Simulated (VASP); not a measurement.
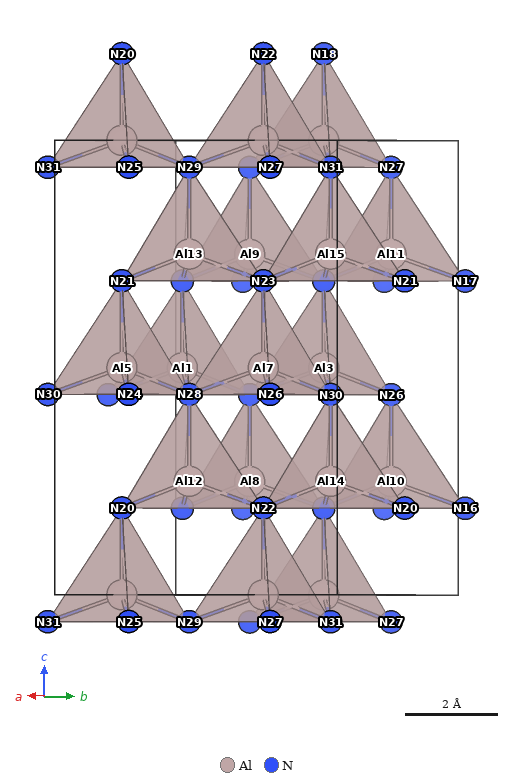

The structure (polyhedral view of the cell of the calculation, seen at an oblique angle; polyhedra are completed across the faces of the cell; atoms are numbered from 1 in the order of the input). An atom can appear more than once, as a periodic image.

**What a change does: single-point calculation on Al₁₅N₁₆**

System: Al₁₅N₁₆ (defect cell, 31 atoms in the cell).
Method of run A: Kohn-Sham DFT of a periodic cell, PBEsol, VASP PAW PBE potentials, recommended, spin-polarised (VASP 6.6.1).

The structure derives from an entry of the Crystallography Open Database. 

INCAR, run A:
```
PREC = Accurate ; ENCUT = 450
EDIFF = 1E-5 ; ISMEAR = 0
SIGMA = 0.03 ; LREAL = Auto
LASPH = T ; NELM = 120
ALGO = Normal ; ISIF = 2
LWAVE = F ; LCHARG = F
ISPIN = 2 ; MAGMOM = 0 0 0 0 0 0 0 0 0 0 0 0 0 0 0 0.75 0 0 0 0 0 0 0 0 0.75 0 0.75 0 0.75 0 0
LORBIT = 11 ; NUPDOWN = 3
GGA = PS ; NBANDS = 88
KPAR = 4
```

KPOINTS, run A:
```
regular mesh
0
Gamma
  3 3 2
```

POSCAR, run A:
```
Al15N16
1.0
    6.2200008610      0.0000000000      0.0000000000
   -3.1100004305      5.3866787572      0.0000000000
    0.0000000000      0.0000000000      9.9600000000
Al N
15 16
Direct
    0.3333333333      0.1666666667      0.5000000000
    0.3333333333      0.6666666667      0.0000000000
    0.3333333333      0.6666666667      0.5000000000
    0.8333333333      0.1666666667      0.0000000000
    0.8333333333      0.1666666667      0.5000000000
    0.8333333333      0.6666666667      0.0000000000
    0.8333333333      0.6666666667      0.5000000000
    0.1666666667      0.3333333333      0.2500000000
    0.1666666667      0.3333333333      0.7500000000
    0.1666666667      0.8333333333      0.2500000000
    0.1666666667      0.8333333333      0.7500000000
    0.6666666667      0.3333333333      0.2500000000
    0.6666666667      0.3333333333      0.7500000000
    0.6666666667      0.8333333333      0.2500000000
    0.6666666667      0.8333333333      0.7500000000
    0.3333333333      0.1666666667      0.1910000000
    0.3333333333      0.1666666667      0.6910000000
    0.3333333333      0.6666666667      0.1910000000
    0.3333333333      0.6666666667      0.6910000000
    0.8333333333      0.1666666667      0.1910000000
    0.8333333333      0.1666666667      0.6910000000
    0.8333333333      0.6666666667      0.1910000000
    0.8333333333      0.6666666667      0.6910000000
    0.1666666667      0.3333333333      0.4410000000
    0.1666666667      0.3333333333      0.9410000000
    0.1666666667      0.8333333333      0.4410000000
    0.1666666667      0.8333333333      0.9410000000
    0.6666666667      0.3333333333      0.4410000000
    0.6666666667      0.3333333333      0.9410000000
    0.6666666667      0.8333333333      0.4410000000
    0.6666666667      0.8333333333      0.9410000000
```

Launched with:
```bash
cat potpaw_PBE.64/Al/POTCAR potpaw_PBE.64/N/POTCAR > POTCAR
mpirun -np 4 vasp_std > vasp.out
```

Hardware: 4 threads of Intel Xeon (Sapphire Rapids), 64 GiB of memory available, shared host.

OSZICAR and lines of OUTCAR (run A):
```
N       E                     dE             d eps       ncg     rms          rms(c)
DAV:   1     0.449225220359E+03    0.44923E+03   -0.53393E+04  2112   0.114E+03
DAV:   2    -0.219583383184E+03   -0.66881E+03   -0.64210E+03  2672   0.242E+02
DAV:   3    -0.266464988523E+03   -0.46882E+02   -0.46432E+02  2584   0.675E+01
DAV:   4    -0.267147346913E+03   -0.68236E+00   -0.68058E+00  2576   0.892E+00
DAV:   5    -0.267161825386E+03   -0.14478E-01   -0.14469E-01  2624   0.125E+00    0.319E+01
DAV:   6    -0.236745128587E+03    0.30417E+02   -0.11666E+02  2496   0.299E+01    0.121E+01
DAV:   7    -0.236589944779E+03    0.15518E+00   -0.51322E+00  2456   0.679E+00    0.802E+00
DAV:   8    -0.236328281408E+03    0.26166E+00   -0.75095E-01  2568   0.351E+00    0.284E+00
DAV:   9    -0.236329435178E+03   -0.11538E-02   -0.20864E-01  2472   0.184E+00    0.938E-01
DAV:  10    -0.236332326318E+03   -0.28911E-02   -0.71444E-02  2536   0.855E-01    0.560E-01
DAV:  11    -0.236333390207E+03   -0.10639E-02   -0.89979E-03  2640   0.382E-01    0.303E-01
DAV:  12    -0.236333959757E+03   -0.56955E-03   -0.15627E-03  2528   0.147E-01    0.134E-01
DAV:  13    -0.236334070606E+03   -0.11085E-03   -0.73268E-04  2712   0.978E-02    0.485E-02
DAV:  14    -0.236334089444E+03   -0.18839E-04   -0.13991E-04  2480   0.454E-02    0.255E-02
DAV:  15    -0.236334092572E+03   -0.31273E-05   -0.45647E-05  2232   0.204E-02
   1 F= -.23633409E+03 E0= -.23633379E+03  d E =-.611543E-03  mag=     3.0000
[... from OUTCAR:]
  free energy    TOTEN  =      -236.33409257 eV
  energy without entropy =     -236.33348103  energy(sigma->0) =     -236.33378680
 E-fermi :   5.4123     XC(G=0): -10.9253     alpha+bet :-15.1989
  free  energy   TOTEN  =      -236.3340925716 eV
  energy  without entropy=     -236.3334810288  energy(sigma->0) =     -236.33378680
```

The input of run B differs as follows (lines with − go, lines with + come):
```diff
-ISPIN = 2 ; MAGMOM = 0 0 0 0 0 0 0 0 0 0 0 0 0 0 0 0.75 0 0 0 0 0 0 0 0 0.75 0 0.75 0 0.75 0 0
-LORBIT = 11 ; NUPDOWN = 3
+ISPIN = 2 ; MAGMOM = 0 0 0 0 0 0 0 0 0 0 0 0 0 0 0 0.25 0 0 0 0 0 0 0 0 0.25 0 0.25 0 0.25 0 0
+LORBIT = 11 ; NUPDOWN = 1
```

What does this change do to the results?

The total moment is fixed by the input in run A and run B, so the state need not be the lowest. With the same functional and potentials, run B lies 0.9 meV per atom higher. The net moment of the cell goes from 3.00 to 1.00 μB. The largest force goes from 1.601 to 1.502 eV/Å. The SCF takes 20 iterations against 15.

OSZICAR and lines of OUTCAR (run B):
```
N       E                     dE             d eps       ncg     rms          rms(c)
DAV:   1     0.447865732004E+03    0.44787E+03   -0.53440E+04  2112   0.114E+03
DAV:   2    -0.220167246790E+03   -0.66803E+03   -0.64369E+03  2688   0.242E+02
DAV:   3    -0.266755507404E+03   -0.46588E+02   -0.46130E+02  2584   0.673E+01
DAV:   4    -0.267434375734E+03   -0.67887E+00   -0.67704E+00  2552   0.891E+00
DAV:   5    -0.267449076850E+03   -0.14701E-01   -0.14691E-01  2616   0.127E+00    0.316E+01
DAV:   6    -0.237425143981E+03    0.30024E+02   -0.12528E+02  2496   0.301E+01    0.140E+01
DAV:   7    -0.238374775781E+03   -0.94963E+00   -0.42785E+01  2872   0.124E+01    0.114E+01
DAV:   8    -0.236317339483E+03    0.20574E+01   -0.25289E+00  2896   0.747E+00    0.707E+00
DAV:   9    -0.237710760974E+03   -0.13934E+01   -0.17893E+01  2712   0.778E+00    0.107E+01
DAV:  10    -0.236186464890E+03    0.15243E+01   -0.83225E+00  2864   0.575E+00    0.190E+00
DAV:  11    -0.236335818166E+03   -0.14935E+00   -0.93204E-01  2432   0.264E+00    0.213E+00
DAV:  12    -0.236282694418E+03    0.53124E-01   -0.11458E-01  2584   0.114E+00    0.149E+00
DAV:  13    -0.236285872337E+03   -0.31779E-02   -0.47102E-02  2496   0.556E-01    0.107E+00
DAV:  14    -0.236295486591E+03   -0.96143E-02   -0.40471E-02  2952   0.383E-01    0.708E-01
DAV:  15    -0.236300198868E+03   -0.47123E-02   -0.41678E-02  2928   0.414E-01    0.387E-01
DAV:  16    -0.236303570155E+03   -0.33713E-02   -0.43903E-03  2624   0.254E-01    0.304E-01
DAV:  17    -0.236304700663E+03   -0.11305E-02   -0.63664E-03  2792   0.248E-01    0.170E-01
DAV:  18    -0.236304953498E+03   -0.25283E-03   -0.18113E-03  2544   0.116E-01    0.820E-02
DAV:  19    -0.236304976301E+03   -0.22803E-04   -0.64420E-04  2616   0.677E-02    0.300E-02
DAV:  20    -0.236304985459E+03   -0.91571E-05   -0.82566E-05  2656   0.326E-02
   1 F= -.23630499E+03 E0= -.23630304E+03  d E =-.388499E-02  mag=     1.0000
[... from OUTCAR:]
  free energy    TOTEN  =      -236.30498546 eV
  energy without entropy =     -236.30110047  energy(sigma->0) =     -236.30304296
 E-fermi :   5.7108     XC(G=0): -10.9314     alpha+bet :-15.1989
  free  energy   TOTEN  =      -236.3049854585 eV
  energy  without entropy=     -236.3011004671  energy(sigma->0) =     -236.30304296
```

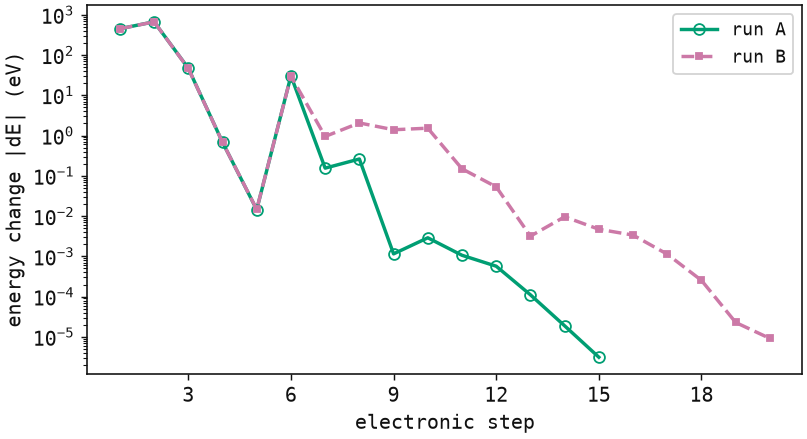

Convergence of the two runs: energy change |dE| against the electronic step. Run A takes 15 steps in all, and run B takes 20.

The two runs side by side:

| quantity | run A | run B |
| --- | --- | --- |
| outcome | converged | converged |
| free energy per atom (eV) | −7.6237 | −7.6227 |
| gap on the mesh (eV) | 0.00 | 0.00 |
| net moment of the cell (μB) | 3.00 | 1.00 |
| largest force (eV/Å) | 1.601 | 1.502 |
| SCF iterations | 15 | 20 |
| irreducible k-points | 6 | 6 |
| plane waves at Γ | 7283 | 7283 |
